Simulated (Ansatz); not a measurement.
## Phonon calculation, with input and output: Pb (part 1 of 2)

The run: phonon calculation of Pb (1 atom in the cell). Method and program: DFT, r2SCAN, PAW with Ansatz's default frozen-core files, scalar-relativistic; harmonic phonons by finite displacements, no spin polarisation (Ansatz 0.2.0).

The structure derives from an entry of the Crystallography Open Database. It belongs to a series of runs on one base structure; here: PAW files in place of LAPW. Figures and captions count atoms from 1; the log counts them from 0 in places.

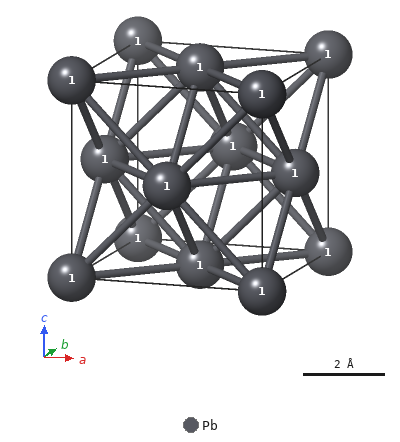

**Figure 1.** The structure (ball-and-stick view of the cell 4 times as large as that of the calculation, set on its symmetry axes, seen slightly off an axis; atoms are numbered from 1 in the order of the input).

**Summary**

- outcome: converged
- space group (tolerance 0.01 Å): Fm-3m (225)
- electrons treated: 56
- free energy: −47683.4617 eV
- Fermi energy: 10.570 eV
- largest force (length of the vector): under 0.001 eV/Å
- hardware: 2 threads of Intel Xeon (Granite Rapids), 64 GiB of memory available, shared host
- wall time: 13 min (CPU time 24 min)
- peak memory: 3.1 GiB

**Remarks**

Spin–orbit coupling is left out, which matters for Pb.

**Input**
```yaml
crystal:
  lattice:
    - [0.0, 2.4964959945, 2.4964959945]
    - [2.4964959945, 0.0, 2.4964959945]
    - [2.4964959945, 2.4964959945, 0.0]
  atoms:
    - { symbol: Pb, position: [0.0, 0.0, 0.0] }
kpoints:
  mp_grid: { grid: [16, 16, 16] }
scf:
  occupations: { method: fermi_dirac, width: 0.1 }
hamiltonian:
  xc: r2scan
  pseudopotentials: { kind: paw }
phonons:
  qmesh: [4, 4, 4]
  qpath:
    path:
      - [0.0, 0.0, 0.0]
      - [0.5, 0.0, 0.5]
      - [0.625, 0.25, 0.625]
      - [0.375, 0.375, 0.75]
      - [0.0, 0.0, 0.0]
      - [0.5, 0.5, 0.5]
      - [0.5, 0.25, 0.75]
      - [0.5, 0.0, 0.5]
    npoints: 6
  temperatures: { t_min: 0, t_max: 1000, t_step: 100 }
```

Launched with:
```bash
ansatz run input.yaml --threads 2 --pin off --max-ram 10240MiB --backend cpu --events-out ev --progress --plain --runs-dir out
```

**The program's output**
```
Engine: ansatz 0.2.0, x86_64-unknown-linux-gnu
Pseudopotentials: kind: paw
Pseudopotential: Pb, paw, valence charge 14, recommended cutoff 500 eV (meta_gga), Pb.paw.azcp
Functional definition: r2SCAN
  parameter k0 = 0.174
  parameter k1 = 0.065
  parameter a1 = 4.9479
  exchange = r2scan_x(k0 = k0, k1 = k1, a1 = a1)
  correlation = r2scan_c
Crystal: 4 atoms, lattice volume = 124.475 Å³
Basis set: ecut = 500 eV, 3121 PW (Γ), FFT grids on a1, a2, −a1+2a2+a3, exchange–correlation on 135×225×225 points (125 copies of the dense FFT grid, shifted against one another)
Bands: 37, of which v1, the nominal top of the filled ones, is band 28 counted from 1 (27 counted from 0)
Symmetry: 16 space group operations
k-points: 282 of 1024
Non-local potential: Pb, projectors of the file, l = 0: 2, l = 1: 2, l = 2: 2, l = 3: 2
PAW form: soft (Blöchl's): semilocal exchange-correlation on the pseudo side does not see the compensation charge
PAW frozen core: Pb, regenerated for the run's functional (the file was generated under x = pbe(κ = 0.804, μ = 0.2195149727645171), c = pbe(β = 0.06672455060314922))
PAW one-centre angular grid: Pb, 590 points (default); XC on 160 Gauss nodes
Initial density: handed on by an earlier stage of this run
Initial wavefunctions: those handed on with the density
Functional: x = r2scan, c = r2scan; τ floored in thin density (d = 2e-4 eV/Å³)
SCF iter   1: F=—  HF=-47683.461654 eV  |F-HF|=—  |Δ(HF+E_count)|=         —  Δρ=3.38e-8  dr2=8.77e-13  dr2_τ=2.78e-14  ethr=1.12e-12  ⟨swp⟩=6.7  Hψ=36994  notcnv=0
preconditioner: auto → Kerker (q_TF=auto, 2.388 Å⁻¹)  [metal: Δε(μ)=0.053 eV  Ē_g=17.876 eV  σ=0.100 eV  W_gap=0.13  n_scr=28 (ndim 8)  ℏωp=24.9 eV  f_vac=0.000  D(μ)=1.83/eV (n_scr^D=6)]
SCF iter   2: F=-47683.461654 eV  HF=-47683.461654 eV  |F-HF|=5.09e-11  |Δ(HF+E_count)|=  1.46e-11  Δρ=2.12e-8  dr2=3.61e-13  dr2_τ=1.85e-14  ethr=1.00e-12  ⟨swp⟩=3.0  Hψ=22562  notcnv=0
SCF 1 converged in 2 iterations: F = -47683.461654 eV  dr2 = 3.61e-13
  greatest PAW one-centre occupation: 0.977 electrons in one spin orbital (limit 2), on the Pb atom at site 3 (counted from 0), in its partial waves of l = 2
iter 1 solved again at ethr=1.00e-12 eV; its pass at ethr=3.10e-3 eV (dr2=4.05e-13 eV) is discarded
SCF iter   1: F=—  HF=-47683.461654 eV  |F-HF|=—  |Δ(HF+E_count)|=         —  Δρ=2.12e-8  dr2=3.60e-13  dr2_τ=1.83e-14  ethr=1.00e-12  ⟨swp⟩=2.0  Hψ=49103  notcnv=0
SCF iter   2: F=-47683.461654 eV  HF=-47683.461654 eV  |F-HF|=2.91e-11  |Δ(HF+E_count)|=  2.18e-11  Δρ=1.41e-8  dr2=1.78e-13  dr2_τ=7.35e-15  ethr=1.00e-12  ⟨swp⟩=3.2  Hψ=25663  notcnv=0
SCF 2 converged in 2 iterations: F = -47683.461654 eV  dr2 = 1.78e-13
Symmetry: 2 space group operations
k-points: 282 of 1024 (time reversal used)
iter 1 solved again at ethr=3.01e-9 eV; its pass at ethr=3.10e-3 eV (dr2=1.68e-6 eV) is discarded
SCF iter   1: F=—  HF=-47683.461649 eV  |F-HF|=—  |Δ(HF+E_count)|=         —  Δρ=2.09e-5  dr2=1.93e-6  dr2_τ=4.26e-8  ethr=3.01e-9  ⟨swp⟩=3.4  Hψ=57477  notcnv=0  defer=100
preconditioner: auto → Kerker (q_TF=auto, 2.388 Å⁻¹)  [metal: Δε(μ)=0.051 eV  Ē_g=17.876 eV  σ=0.100 eV  W_gap=0.12  n_scr=28 (ndim 8)  ℏωp=24.9 eV  f_vac=0.000  D(μ)=1.83/eV (n_scr^D=6)]
SCF iter   2: F=—  HF=-47683.461649 eV  |F-HF|=—  |Δ(HF+E_count)|=   2.91e-8  Δρ=1.30e-5  dr2=7.21e-7  dr2_τ=5.23e-9  ethr=3.01e-9  ⟨swp⟩=2.0  Hψ=11204  notcnv=0  defer=100
SCF iter   3: F=—  HF=-47683.461649 eV  |F-HF|=—  |Δ(HF+E_count)|=   1.16e-7  Δρ=5.33e-6  dr2=1.50e-7  dr2_τ=6.08e-10  ethr=1.29e-9  ⟨swp⟩=2.0  Hψ=11099  notcnv=0  defer=100
SCF iter   4: F=—  HF=-47683.461649 eV  |F-HF|=—  |Δ(HF+E_count)|=   2.18e-8  Δρ=1.87e-6  dr2=1.15e-8  dr2_τ=7.53e-11  ethr=2.68e-10  ⟨swp⟩=2.0  Hψ=12252  notcnv=0  defer=100
SCF iter   5: F=—  HF=-47683.461649 eV  |F-HF|=—  |Δ(HF+E_count)|=   9.04e-9  Δρ=6.58e-7  dr2=1.63e-9  dr2_τ=1.71e-11  ethr=2.05e-11  ⟨swp⟩=3.0  Hψ=19415  notcnv=0  defer=100
SCF iter   6: F=—  HF=-47683.461649 eV  |F-HF|=—  |Δ(HF+E_count)|=  5.68e-10  Δρ=1.90e-7  dr2=1.80e-10  dr2_τ=8.24e-13  ethr=2.91e-12  ⟨swp⟩=2.4  Hψ=14953  notcnv=0  defer=100
SCF iter   7: F=—  HF=-47683.461649 eV  |F-HF|=—  |Δ(HF+E_count)|=  3.64e-11  Δρ=5.12e-8  dr2=1.27e-11  dr2_τ=4.48e-14  ethr=1.00e-12  ⟨swp⟩=1.4  Hψ=10556  notcnv=0  defer=100
SCF iter   8: F=-47683.461649 eV  HF=-47683.461649 eV  |F-HF|=0.00e0  |Δ(HF+E_count)|=    0.00e0  Δρ=1.60e-8  dr2=9.58e-13  dr2_τ=1.36e-14  ethr=1.00e-12  ⟨swp⟩=5.9  Hψ=39722  notcnv=0
SCF 3 converged in 8 iterations: F = -47683.461649 eV  dr2 = 9.58e-13
Symmetry: 1 space group operations
k-points: 516 of 1024 (time reversal used)
iter 1 solved again at ethr=1.51e-9 eV; its pass at ethr=3.10e-3 eV (dr2=8.45e-7 eV) is discarded
SCF iter   1: F=—  HF=-47683.461650 eV  |F-HF|=—  |Δ(HF+E_count)|=         —  Δρ=1.66e-5  dr2=8.33e-7  dr2_τ=2.32e-8  ethr=1.51e-9  ⟨swp⟩=4.5  Hψ=118395  notcnv=0  defer=150
preconditioner: auto → Kerker (q_TF=auto, 2.388 Å⁻¹)  [metal: Δε(μ)=0.052 eV  Ē_g=17.876 eV  σ=0.100 eV  W_gap=0.13  n_scr=28 (ndim 8)  ℏωp=24.9 eV  f_vac=0.000  D(μ)=1.83/eV (n_scr^D=6)]
SCF iter   2: F=—  HF=-47683.461650 eV  |F-HF|=—  |Δ(HF+E_count)|=   9.86e-8  Δρ=1.05e-5  dr2=3.25e-7  dr2_τ=2.67e-9  ethr=1.49e-9  ⟨swp⟩=2.0  Hψ=21237  notcnv=0  defer=150
SCF iter   3: F=—  HF=-47683.461650 eV  |F-HF|=—  |Δ(HF+E_count)|=   9.82e-8  Δρ=4.07e-6  dr2=7.10e-8  dr2_τ=2.61e-10  ethr=5.80e-10  ⟨swp⟩=2.0  Hψ=22594  notcnv=0  defer=150
SCF iter   4: F=—  HF=-47683.461650 eV  |F-HF|=—  |Δ(HF+E_count)|=   1.44e-8  Δρ=1.75e-6  dr2=1.33e-8  dr2_τ=5.00e-11  ethr=1.27e-10  ⟨swp⟩=2.0  Hψ=22609  notcnv=0  defer=150
SCF iter   5: F=—  HF=-47683.461650 eV  |F-HF|=—  |Δ(HF+E_count)|=   6.34e-9  Δρ=7.36e-7  dr2=2.36e-9  dr2_τ=1.30e-11  ethr=2.37e-11  ⟨swp⟩=2.0  Hψ=22835  notcnv=0  defer=150
SCF iter   6: F=—  HF=-47683.461650 eV  |F-HF|=—  |Δ(HF+E_count)|=  5.89e-10  Δρ=2.26e-7  dr2=2.29e-10  dr2_τ=1.01e-12  ethr=4.22e-12  ⟨swp⟩=2.0  Hψ=22903  notcnv=0  defer=150
SCF iter   7: F=—  HF=-47683.461650 eV  |F-HF|=—  |Δ(HF+E_count)|=  3.64e-11  Δρ=6.54e-8  dr2=1.65e-11  dr2_τ=7.02e-14  ethr=1.00e-12  ⟨swp⟩=2.0  Hψ=21531  notcnv=0  defer=150
SCF iter   8: F=-47683.461650 eV  HF=-47683.461650 eV  |F-HF|=2.18e-11  |Δ(HF+E_count)|=  7.28e-12  Δρ=2.34e-8  dr2=2.56e-12  dr2_τ=1.34e-14  ethr=1.00e-12  ⟨swp⟩=6.0  Hψ=73147  notcnv=0
SCF 4 converged in 8 iterations: F = -47683.461650 eV  dr2 = 2.56e-12
Basis set: ecut = 500 eV, 3123 PW (Γ), FFT grids on a1, a2, −2a1−2a2+a3, exchange–correlation on 135×200×270 points (125 copies of the dense FFT grid, shifted against one another)
Bands: 36, of which v1, the nominal top of the filled ones, is band 28 counted from 1 (27 counted from 0)
Symmetry: 32 space group operations
k-points: 203 of 1024
SCF iter   1: F=—  HF=-47683.461654 eV  |F-HF|=—  |Δ(HF+E_count)|=         —  Δρ=3.33e-8  dr2=8.29e-13  dr2_τ=2.55e-14  ethr=1.12e-12  ⟨swp⟩=6.6  Hψ=26148  notcnv=0
preconditioner: auto → Kerker (q_TF=auto, 2.388 Å⁻¹)  [metal: Δε(μ)=0.053 eV  Ē_g=17.402 eV  σ=0.100 eV  W_gap=0.13  n_scr=32 (ndim 8)  ℏωp=24.9 eV  f_vac=0.000  D(μ)=1.83/eV (n_scr^D=8)]
SCF iter   2: F=-47683.461654 eV  HF=-47683.461654 eV  |F-HF|=1.46e-11  |Δ(HF+E_count)|=  2.18e-11  Δρ=2.07e-8  dr2=3.38e-13  dr2_τ=1.82e-14  ethr=1.00e-12  ⟨swp⟩=3.0  Hψ=15965  notcnv=0
SCF 5 converged in 2 iterations: F = -47683.461654 eV  dr2 = 3.38e-13
Symmetry: 4 space group operations
k-points: 203 of 1024 (time reversal used)
iter 1 solved again at ethr=2.23e-9 eV; its pass at ethr=3.10e-3 eV (dr2=1.25e-6 eV) is discarded
SCF iter   1: F=—  HF=-47683.461649 eV  |F-HF|=—  |Δ(HF+E_count)|=         —  Δρ=2.25e-5  dr2=1.37e-6  dr2_τ=3.89e-8  ethr=2.23e-9  ⟨swp⟩=4.3  Hψ=44694  notcnv=0  defer=77
preconditioner: auto → Kerker (q_TF=auto, 2.388 Å⁻¹)  [metal: Δε(μ)=0.051 eV  Ē_g=17.402 eV  σ=0.100 eV  W_gap=0.13  n_scr=32 (ndim 8)  ℏωp=24.9 eV  f_vac=0.000  D(μ)=1.83/eV (n_scr^D=8)]
SCF iter   2: F=—  HF=-47683.461649 eV  |F-HF|=—  |Δ(HF+E_count)|=   7.18e-8  Δρ=1.43e-5  dr2=5.43e-7  dr2_τ=4.84e-9  ethr=2.23e-9  ⟨swp⟩=2.0  Hψ=8331  notcnv=0  defer=77
SCF iter   3: F=—  HF=-47683.461650 eV  |F-HF|=—  |Δ(HF+E_count)|=   2.02e-7  Δρ=5.66e-6  dr2=1.22e-7  dr2_τ=4.74e-10  ethr=9.70e-10  ⟨swp⟩=2.0  Hψ=8801  notcnv=0  defer=77
SCF iter   4: F=—  HF=-47683.461650 eV  |F-HF|=—  |Δ(HF+E_count)|=   3.60e-8  Δρ=2.31e-6  dr2=1.99e-8  dr2_τ=6.41e-11  ethr=2.17e-10  ⟨swp⟩=2.0  Hψ=8816  notcnv=0  defer=77
SCF iter   5: F=—  HF=-47683.461650 eV  |F-HF|=—  |Δ(HF+E_count)|=   1.32e-8  Δρ=6.72e-7  dr2=1.53e-9  dr2_τ=1.10e-11  ethr=3.55e-11  ⟨swp⟩=2.9  Hψ=13782  notcnv=0  defer=77
SCF iter   6: F=—  HF=-47683.461650 eV  |F-HF|=—  |Δ(HF+E_count)|=  6.84e-10  Δρ=1.58e-7  dr2=7.84e-11  dr2_τ=3.51e-13  ethr=2.73e-12  ⟨swp⟩=2.9  Hψ=13782  notcnv=0  defer=77
SCF iter   7: F=-47683.461650 eV  HF=-47683.461650 eV  |F-HF|=0.00e0  |Δ(HF+E_count)|=  5.09e-11  Δρ=4.75e-8  dr2=5.21e-12  dr2_τ=2.42e-14  ethr=1.00e-12  ⟨swp⟩=5.4  Hψ=34300  notcnv=0
SCF 6 converged in 7 iterations: F = -47683.461650 eV  dr2 = 5.21e-12
k-points: 298 of 1024 (time reversal used)
iter 1 solved again at ethr=2.86e-9 eV; its pass at ethr=3.10e-3 eV (dr2=1.60e-6 eV) is discarded
SCF iter   1: F=—  HF=-47683.461650 eV  |F-HF|=—  |Δ(HF+E_count)|=         —  Δρ=1.79e-5  dr2=1.43e-6  dr2_τ=2.67e-8  ethr=2.86e-9  ⟨swp⟩=3.6  Hψ=62231  notcnv=0  defer=118
SCF iter   2: F=—  HF=-47683.461650 eV  |F-HF|=—  |Δ(HF+E_count)|=   9.52e-8  Δρ=1.13e-5  dr2=5.27e-7  dr2_τ=3.72e-9  ethr=2.54e-9  ⟨swp⟩=1.9  Hψ=11240  notcnv=0  defer=118
SCF iter   3: F=—  HF=-47683.461650 eV  |F-HF|=—  |Δ(HF+E_count)|=   9.73e-8  Δρ=4.20e-6  dr2=9.20e-8  dr2_τ=4.29e-10  ethr=9.41e-10  ⟨swp⟩=2.0  Hψ=11628  notcnv=0  defer=118
SCF iter   4: F=—  HF=-47683.461650 eV  |F-HF|=—  |Δ(HF+E_count)|=   1.72e-8  Δρ=1.62e-6  dr2=9.67e-9  dr2_τ=5.89e-11  ethr=1.64e-10  ⟨swp⟩=2.0  Hψ=12391  notcnv=0  defer=118
SCF iter   5: F=—  HF=-47683.461650 eV  |F-HF|=—  |Δ(HF+E_count)|=   6.77e-9  Δρ=5.94e-7  dr2=1.32e-9  dr2_τ=1.64e-11  ethr=1.73e-11  ⟨swp⟩=2.8  Hψ=18879  notcnv=0  defer=118
SCF iter   6: F=—  HF=-47683.461650 eV  |F-HF|=—  |Δ(HF+E_count)|=  4.80e-10  Δρ=2.01e-7  dr2=2.20e-10  dr2_τ=9.46e-13  ethr=2.35e-12  ⟨swp⟩=2.1  Hψ=13361  notcnv=0  defer=118
SCF iter   7: F=—  HF=-47683.461650 eV  |F-HF|=—  |Δ(HF+E_count)|=  1.46e-11  Δρ=7.14e-8  dr2=3.72e-11  dr2_τ=1.06e-13  ethr=1.00e-12  ⟨swp⟩=1.0  Hψ=10559  notcnv=0  defer=118
SCF iter   8: F=—  HF=-47683.461650 eV  |F-HF|=—  |Δ(HF+E_count)|=    0.00e0  Δρ=2.88e-8  dr2=7.26e-12  dr2_τ=2.03e-14  ethr=1.00e-12  ⟨swp⟩=1.0  Hψ=10551  notcnv=0  defer=118
SCF iter   9: F=-47683.461650 eV  HF=-47683.461650 eV  |F-HF|=1.46e-11  |Δ(HF+E_count)|=  7.28e-12  Δρ=8.39e-9  dr2=3.04e-13  dr2_τ=2.79e-15  ethr=1.00e-12  ⟨swp⟩=5.6  Hψ=40430  notcnv=0
SCF 7 converged in 9 iterations: F = -47683.461650 eV  dr2 = 3.04e-13
Basis set: ecut = 500 eV, 3173 PW (Γ), FFT grids on a1, a2, −2a1+2a2+a3, exchange–correlation on 135×135×375 points (125 copies of the dense FFT grid, shifted against one another)
Bands: 40, of which v1, the nominal top of the filled ones, is band 28 counted from 1 (27 counted from 0)
Symmetry: 64 space group operations
k-points: 115 of 1024
SCF iter   1: F=—  HF=-47683.461654 eV  |F-HF|=—  |Δ(HF+E_count)|=         —  Δρ=3.08e-8  dr2=7.22e-13  dr2_τ=2.28e-14  ethr=1.12e-12  ⟨swp⟩=4.2  Hψ=13553  notcnv=0
preconditioner: auto → Kerker (q_TF=auto, 2.388 Å⁻¹)  [metal: Δε(μ)=0.053 eV  Ē_g=19.164 eV  σ=0.100 eV  W_gap=0.13  n_scr=26 (ndim 8)  ℏωp=24.9 eV  f_vac=0.000  D(μ)=1.83/eV (n_scr^D=4)]
SCF iter   2: F=-47683.461654 eV  HF=-47683.461654 eV  |F-HF|=0.00e0  |Δ(HF+E_count)|=  2.91e-11  Δρ=1.97e-8  dr2=3.25e-13  dr2_τ=1.57e-14  ethr=1.00e-12  ⟨swp⟩=3.0  Hψ=9264  notcnv=0
SCF 8 converged in 2 iterations: F = -47683.461654 eV  dr2 = 3.25e-13
iter 1 solved again at ethr=3.06e-9 eV; its pass at ethr=3.10e-3 eV (dr2=1.72e-6 eV) is discarded
SCF iter   1: F=—  HF=-47683.461651 eV  |F-HF|=—  |Δ(HF+E_count)|=         —  Δρ=1.75e-5  dr2=1.48e-6  dr2_τ=2.44e-8  ethr=3.06e-9  ⟨swp⟩=3.2  Hψ=53600  notcnv=0  defer=259
preconditioner: auto → Kerker (q_TF=auto, 2.388 Å⁻¹)  [metal: Δε(μ)=0.050 eV  Ē_g=19.164 eV  σ=0.100 eV  W_gap=0.12  n_scr=26 (ndim 8)  ℏωp=24.9 eV  f_vac=0.000  D(μ)=1.83/eV (n_scr^D=4)]
SCF iter   2: F=—  HF=-47683.461651 eV  |F-HF|=—  |Δ(HF+E_count)|=   8.14e-8  Δρ=1.11e-5  dr2=5.30e-7  dr2_τ=3.35e-9  ethr=2.65e-9  ⟨swp⟩=1.3  Hψ=10539  notcnv=0  defer=259
SCF iter   3: F=—  HF=-47683.461651 eV  |F-HF|=—  |Δ(HF+E_count)|=   1.09e-7  Δρ=4.37e-6  dr2=9.84e-8  dr2_τ=4.80e-10  ethr=9.47e-10  ⟨swp⟩=1.7  Hψ=11075  notcnv=0  defer=259
SCF iter   4: F=—  HF=-47683.461651 eV  |F-HF|=—  |Δ(HF+E_count)|=   2.47e-8  Δρ=1.48e-6  dr2=6.15e-9  dr2_τ=4.81e-11  ethr=1.76e-10  ⟨swp⟩=2.0  Hψ=12660  notcnv=0  defer=259
SCF iter   5: F=—  HF=-47683.461651 eV  |F-HF|=—  |Δ(HF+E_count)|=   6.69e-9  Δρ=3.30e-7  dr2=3.49e-10  dr2_τ=9.18e-12  ethr=1.10e-11  ⟨swp⟩=2.0  Hψ=17952  notcnv=0  defer=259
SCF iter   6: F=—  HF=-47683.461651 eV  |F-HF|=—  |Δ(HF+E_count)|=  1.96e-10  Δρ=9.05e-8  dr2=1.76e-11  dr2_τ=3.63e-13  ethr=1.00e-12  ⟨swp⟩=2.0  Hψ=12701  notcnv=0  defer=259
SCF iter   7: F=-47683.461651 eV  HF=-47683.461651 eV  |F-HF|=0.00e0  |Δ(HF+E_count)|=  7.28e-12  Δρ=4.17e-8  dr2=3.74e-12  dr2_τ=3.66e-14  ethr=1.00e-12  ⟨swp⟩=5.9  Hψ=44715  notcnv=0
SCF 9 converged in 7 iterations: F = -47683.461651 eV  dr2 = 3.74e-12
Basis set: ecut = 500 eV, 3139 PW (Γ), FFT grids on a1, a2, −a1−a2+a3, exchange–correlation on 135×135×450 points (125 copies of the dense FFT grid, shifted against one another)
Symmetry: 48 space group operations
k-points: 111 of 1024
SCF iter   1: F=—  HF=-47683.461654 eV  |F-HF|=—  |Δ(HF+E_count)|=         —  Δρ=3.48e-8  dr2=9.10e-13  dr2_τ=3.24e-14  ethr=1.12e-12  ⟨swp⟩=6.2  Hψ=14144  notcnv=0
preconditioner: auto → Kerker (q_TF=auto, 2.388 Å⁻¹)  [metal: Δε(μ)=0.053 eV  Ē_g=17.894 eV  σ=0.100 eV  W_gap=0.13  n_scr=32 (ndim 8)  ℏωp=24.9 eV  f_vac=0.000  D(μ)=1.83/eV (n_scr^D=4)]
SCF iter   2: F=-47683.461654 eV  HF=-47683.461654 eV  |F-HF|=1.46e-11  |Δ(HF+E_count)|=    0.00e0  Δρ=2.08e-8  dr2=3.26e-13  dr2_τ=2.00e-14  ethr=1.00e-12  ⟨swp⟩=3.0  Hψ=9503  notcnv=0
SCF 10 converged in 2 iterations: F = -47683.461654 eV  dr2 = 3.26e-13
iter 1 solved again at ethr=4.04e-9 eV; its pass at ethr=3.10e-3 eV (dr2=2.26e-6 eV) is discarded
```
